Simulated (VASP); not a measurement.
WSe2: band-structure run (part 1 of 2)

The run: band-structure run of WSe2 (P6₃/mmc, 6 atoms in the cell). Method and program: Kohn-Sham DFT of a periodic cell, PBE, VASP PAW PBE potentials, recommended, no spin polarisation (VASP 6.6.1).

The structure derives from an entry of the Crystallography Open Database.

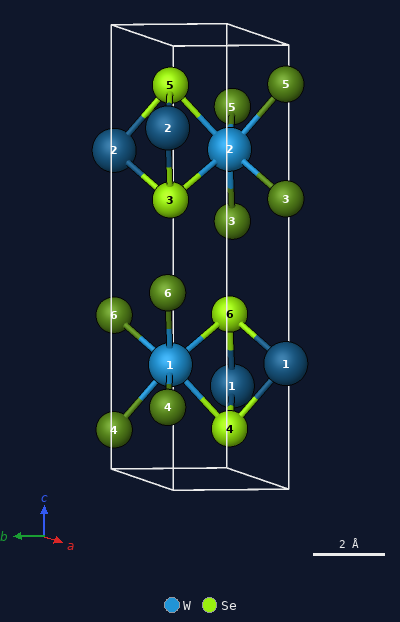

Figure 1. The input geometry (ball-and-stick view of the cell of the calculation, seen at an oblique angle; neighbours outside the cell are drawn fainter; atoms are numbered from 1 in the order of the input). Near neighbours in the crystal (not all of them lie inside the picture): W has 6 Se at 2.53 Å; Se has 3 W at 2.53 Å.

### Key numbers

- outcome: converged
- space group (tolerance 0.01 Å): P6₃/mmc (194)
- electrons treated: 52
- free energy: −43.1283 eV
- Fermi energy of the self-consistent step: 6.427 eV
- gap on the k-point mesh: 1.07 eV
- gap on the band path: 0.96 eV
- pressure: 4.03 GPa
- largest force (length of the vector): 0.218 eV/Å
- hardware: 1 thread of Intel Xeon (Granite Rapids), 64 GiB of memory available, shared host
- wall time: 2.2 min
- peak memory: 0.3 GiB

### Notes

Spin–orbit coupling is left out, which matters for W.

### INCAR
```
PREC = Accurate
ENCUT = 520
EDIFF = 1E-7
ISMEAR = 0
SIGMA = 0.02
LREAL = F
LASPH = T
NELM = 100
ALGO = Normal
ISIF = 2
LWAVE = F
LCHARG = F
LMAXMIX = 4
GGA = PE
NBANDS = 35
```

### KPOINTS
```
regular mesh
0
Gamma
  9 9 2
```

### KPOINTS_OPT
```
path GMKGALHA,LM,KH
15
line-mode
reciprocal
 0.0000000000  0.0000000000  0.0000000000  G
 0.5000000000  0.0000000000  0.0000000000  M

 0.5000000000  0.0000000000  0.0000000000  M
 0.3333333333  0.3333333333  0.0000000000  K

 0.3333333333  0.3333333333  0.0000000000  K
 0.0000000000  0.0000000000  0.0000000000  G

 0.0000000000  0.0000000000  0.0000000000  G
 0.0000000000  0.0000000000  0.5000000000  A

 0.0000000000  0.0000000000  0.5000000000  A
 0.5000000000  0.0000000000  0.5000000000  L

 0.5000000000  0.0000000000  0.5000000000  L
 0.3333333333  0.3333333333  0.5000000000  H

 0.3333333333  0.3333333333  0.5000000000  H
 0.0000000000  0.0000000000  0.5000000000  A

 0.5000000000  0.0000000000  0.5000000000  L
 0.5000000000  0.0000000000  0.0000000000  M

 0.3333333333  0.3333333333  0.0000000000  K
 0.3333333333  0.3333333333  0.5000000000  H
```

### POSCAR
```
WSe2
1.0
    3.2900000000      0.0000000000      0.0000000000
   -1.6450000000      2.8492235800      0.0000000000
    0.0000000000      0.0000000000     12.9700000000
W Se
2 4
Direct
    0.3333333300      0.6666666700      0.2500000000
    0.6666666700      0.3333333300      0.7500000000
    0.3333333300      0.6666666700      0.6210000000
    0.6666666700      0.3333333300      0.1210000000
    0.3333333300      0.6666666700      0.8790000000
    0.6666666700      0.3333333300      0.3790000000
```

Launch command:
```bash
cat potpaw_PBE.64/W_sv/POTCAR potpaw_PBE.64/Se/POTCAR > POTCAR
mpirun -np 1 vasp_std > vasp.out
```

### OSZICAR
```
N       E                     dE             d eps       ncg     rms          rms(c)
DAV:   1     0.503053307514E+03    0.50305E+03   -0.28016E+04  1856   0.145E+03
DAV:   2    -0.127584302620E+02   -0.51581E+03   -0.49746E+03  1962   0.392E+02
DAV:   3    -0.443254067774E+02   -0.31567E+02   -0.31014E+02  2045   0.912E+01
DAV:   4    -0.450267320581E+02   -0.70133E+00   -0.69779E+00  2034   0.139E+01
DAV:   5    -0.450354076554E+02   -0.86756E-02   -0.86679E-02  2020   0.169E+00    0.300E+01
DAV:   6    -0.435179829794E+02    0.15174E+01   -0.58238E+00  1878   0.160E+01    0.107E+01
DAV:   7    -0.433025610327E+02    0.21542E+00   -0.27866E+00  1776   0.803E+00    0.570E+00
DAV:   8    -0.431270000025E+02    0.17556E+00   -0.37734E-01  1858   0.425E+00    0.130E+00
DAV:   9    -0.431300619335E+02   -0.30619E-02   -0.59280E-02  1947   0.118E+00    0.933E-01
DAV:  10    -0.431283708238E+02    0.16911E-02   -0.13768E-02  1841   0.793E-01    0.149E-01
[... 55 further cycles ...]
DAV:   1     0.156018537762E+05   -0.33088E+05     1146
DAV:   2     0.803193168486E+04   -0.75699E+04     1199
DAV:   3     0.759461966128E+04   -0.43731E+03     1324
DAV:   4     0.758649199883E+04   -0.81277E+01     1260
DAV:   5     0.758639072098E+04   -0.10128E+00     1236
DAV:   6     0.758638829017E+04   -0.24308E-02     1254
DAV:   7     0.758638820480E+04   -0.85376E-04     1217
DAV:   8     0.758638820120E+04   -0.35928E-05     1134
DAV:   9     0.758638820106E+04   -0.14563E-06      975
DAV:  10     0.758638820104E+04   -0.18226E-07      782
```

### Parts of OUTCAR
```
PREC = Accurate
   ENCUT = 520
   EDIFF = 1E-7
   ISMEAR = 0
   LREAL = F
   LASPH = T
   NELM = 100
   ISIF = 2
   GGA = PE

 ion  position               nearest neighbor table
   1  0.333  0.667  0.250-   4 2.53   6 2.53   4 2.53   6 2.53   4 2.53   6 2.53
   2  0.667  0.333  0.750-   3 2.53   5 2.53   3 2.53   5 2.53   3 2.53   5 2.53
   3  0.333  0.667  0.621-   2 2.53   2 2.53   2 2.53
   4  0.667  0.333  0.121-   1 2.53   1 2.53   1 2.53
   5  0.333  0.667  0.879-   2 2.53   2 2.53   2 2.53
   6  0.667  0.333  0.379-   1 2.53   1 2.53   1 2.53

  LATTYP: Found a hexagonal cell.
 ALAT       =     3.2900000000
 C/A-ratio  =     3.9422492401

  Lattice vectors:

 A1 = (   3.2900000000,   0.0000000000,   0.0000000000)
 A2 = (  -1.6450000000,   2.8492235800,   0.0000000000)
 A3 = (   0.0000000000,   0.0000000000,  12.9700000000)

Analysis of symmetry for initial positions (statically):
=====================================================================
 Subroutine PRICEL returns:
 Original cell was already a primitive cell.

 Routine SETGRP: Setting up the symmetry group for a
 hexagonal supercell.

 Subroutine GETGRP returns: Found 24 space group operations
 (whereof 12 operations were pure point group operations)
 out of a pool of 24 trial point group operations.

The static configuration has the point symmetry D_3d.
 The point group associated with its full space group is D_6h.

Analysis of symmetry for dynamics (positions and initial velocities):
=====================================================================
 Subroutine PRICEL returns:
 Original cell was already a primitive cell.

 Routine SETGRP: Setting up the symmetry group for a
 hexagonal supercell.

 Subroutine GETGRP returns: Found 24 space group operations
 (whereof 12 operations were pure point group operations)
 out of a pool of 24 trial point group operations.

The dynamic configuration has the point symmetry D_3d.
 The point group associated with its full space group is D_6h.

 Subroutine INISYM returns: Found 24 space group operations
 (whereof 12 operations are pure point group operations),
 and found     1 'primitive' translations

----------------------------------------------------------------------------------------

                                     Primitive cell

  volume of cell :     121.5801

  direct lattice vectors                    reciprocal lattice vectors
     3.290000000  0.000000000  0.000000000     0.303951368  0.175486404  0.000000000
    -1.645000000  2.849223580  0.000000000     0.000000000  0.350972808  0.000000000
     0.000000000  0.000000000 12.970000000     0.000000000  0.000000000  0.077101002

  length of vectors
     3.290000000  3.290000001 12.970000000     0.350972808  0.350972808  0.077101002

  position of ions in fractional coordinates (direct lattice)
     0.333333330  0.666666670  0.250000000
     0.666666670  0.333333330  0.750000000
     0.333333330  0.666666670  0.621000000
     0.666666670  0.333333330  0.121000000
     0.333333330  0.666666670  0.879000000
     0.666666670  0.333333330  0.379000000

  ion indices of the primitive-cell ions
   primitive index   ion index
                 1           1
                 2           2
                 3           3
                 4           4
                 5           5
                 6           6

----------------------------------------------------------------------------------------

 KPOINTS: regular mesh

Automatic generation of k-mesh.
 Grid dimensions read from file:
 generate k-points for:    9    9    2

 Generating k-lattice:

  Cartesian coordinates                     Fractional coordinates (reciprocal lattice)
     0.033772374  0.019498489  0.000000000     0.111111111 -0.000000000  0.000000000
     0.000000000  0.038996979  0.000000000     0.000000000  0.111111111  0.000000000
     0.000000000  0.000000000  0.038550501     0.000000000  0.000000000  0.500000000

  Length of vectors
     0.038996979  0.038996979  0.038550501

  Shift w.r.t. Gamma in fractional coordinates (k-lattice)
     0.000000000  0.000000000  0.000000000

 Subroutine IBZKPT returns following result:
 ===========================================

 Found     24 irreducible k-points:

 Following reciprocal coordinates:
            Coordinates               Weight
  0.000000  0.000000  0.000000      1.000000
  0.111111 -0.000000  0.000000      6.000000
  0.222222  0.000000  0.000000      6.000000
  0.333333  0.000000  0.000000      6.000000
  0.444444  0.000000  0.000000      6.000000
  0.111111  0.111111  0.000000      6.000000
  0.222222  0.111111  0.000000     12.000000
  0.333333  0.111111  0.000000     12.000000
  0.444444  0.111111  0.000000      6.000000
  0.222222  0.222222  0.000000      6.000000
  0.333333  0.222222  0.000000     12.000000
  0.333333  0.333333  0.000000      2.000000
  0.000000  0.000000  0.500000      1.000000
  0.111111 -0.000000  0.500000      6.000000
  0.222222  0.000000  0.500000      6.000000
  0.333333  0.000000  0.500000      6.000000
  0.444444  0.000000  0.500000      6.000000
  0.111111  0.111111  0.500000      6.000000
  0.222222  0.111111  0.500000     12.000000
  0.333333  0.111111  0.500000     12.000000
  0.444444  0.111111  0.500000      6.000000
  0.222222  0.222222  0.500000      6.000000
  0.333333  0.222222  0.500000     12.000000
  0.333333  0.333333  0.500000      2.000000
   k-points           NKPTS =     24   k-points in BZ     NKDIM =     24   number of bands    NBANDS=     35
   number of dos      NEDOS =    301   number of ions     NIONS =      6
   total plane-waves  NPLWV =  55296
   dimension x,y,z NGX =    24 NGY =   24 NGZ =   96
   dimension x,y,z NGXF=    48 NGYF=   48 NGZF=  192
   ions per type =               2   4
   NGX,Y,Z   is equivalent  to a cutoff of  12.13, 12.13, 12.31 a.u.
   NGXF,Y,Z  is equivalent  to a cutoff of  24.25, 24.25, 24.61 a.u.
 SYSTEM =  unknown system
   PREC   = accura    normal or accurate (medium, high low for compatibility)
   ISTART =      0    job   : 0-new  1-cont  2-samecut
   ICHARG =      2    charge: 1-file 2-atom 10-const
   ISPIN  =      1    spin polarized calculation?
   LNONCOLLINEAR =      F non collinear calculations
   LSORBIT =      F    spin-orbit coupling
   LASPH  =      T    aspherical Exc in radial PAW
   ENCUT  =  520.0 eV  38.22 Ry    6.18 a.u.   6.12  6.12 24.12*2*pi/ulx,y,z
   NELM   =    100;   NELMIN=  2; NELMDL= -5     # of ELM steps
   EDIFF  = 0.1E-06   stopping-criterion for ELM
   LREAL  =      F    real-space projection
   EDIFFG = 0.1E-05   stopping-criterion for IOM
   NSW    =      0    number of steps for IOM
   IBRION =     -1    ionic relax: 0-MD 1-quasi-New 2-CG
   NFREE  =      0    steps in history (QN), initial steepest desc. (CG)
   ISIF   =      2    stress and relaxation
   ISYM   =      2    0-nonsym 1-usesym 2-fastsym
   POTIM  = 0.5000    time-step for ionic-motion
   TEBEG  =    0.0;   TEEND  =   0.0 temperature during run
   PSTRESS=    0.0 pullay stress
   NELECT =      52.0000    total number of electrons
   NUPDOWN=      -1.0000    fix difference up-down
   EMIN   =  10.00;   EMAX   =-10.00  energy-range for DOS
   EFERMI =   0.00;   METHOD = LEGACY
   ISMEAR =     0;   SIGMA  =   0.02  broadening in eV -4-tet -1-fermi 0-gaus
   EFERMI_NEDOS =   21; number of points for ismear=-14 and -15
   IALGO  =     38    algorithm
   IMIX   =      4    mixing-type and parameters
     AMIX     =   0.40;   BMIX     =  1.00
     AMIX_MAG =   1.60;   BMIX_MAG =  1.00
  volume/ion in A,a.u.               =      20.26       136.74
  Fermi-wavevector in a.u.,A,eV,Ry     =   1.233451  2.330884 20.699914  1.521401
  Thomas-Fermi vector in A             =   2.368180
   LORBIT       =      0    0 simple, 1 ext, 2 COOP (PROOUT), +10 PAW based schemes
   GGA     = PE    functional components
   LHFCALC =     F    Hartree Fock is set to
   AEXX    =    0.0000 exact exchange contribution
   IVDW    =     0    specifies the selected vdW correction
   LEPSILON=     F    determine dielectric tensor
   LRPA    =     F    only Hartree local field effects (RPA)
 non-spin polarized calculation
 Gauss-broadening in eV      SIGMA  =   0.02
  energy-cutoff  :      520.00
  volume of cell :      121.58
 maximum number of plane-waves:      3324
   NGX = 13   NGY = 13   NGZ = 49

 number of electron      51.9999991 magnetization

 Free energy of the ion-electron system (eV)
  ---------------------------------------------------
  ext. energy  EPLUGINS =         0.00000000
  ---------------------------------------------------
  free energy    TOTEN  =       -43.12831345 eV

  energy without entropy =      -43.12831345  energy(sigma->0) =      -43.12831345

 E-fermi :   6.4269     XC(G=0): -10.7551     alpha+bet :-11.8161
```
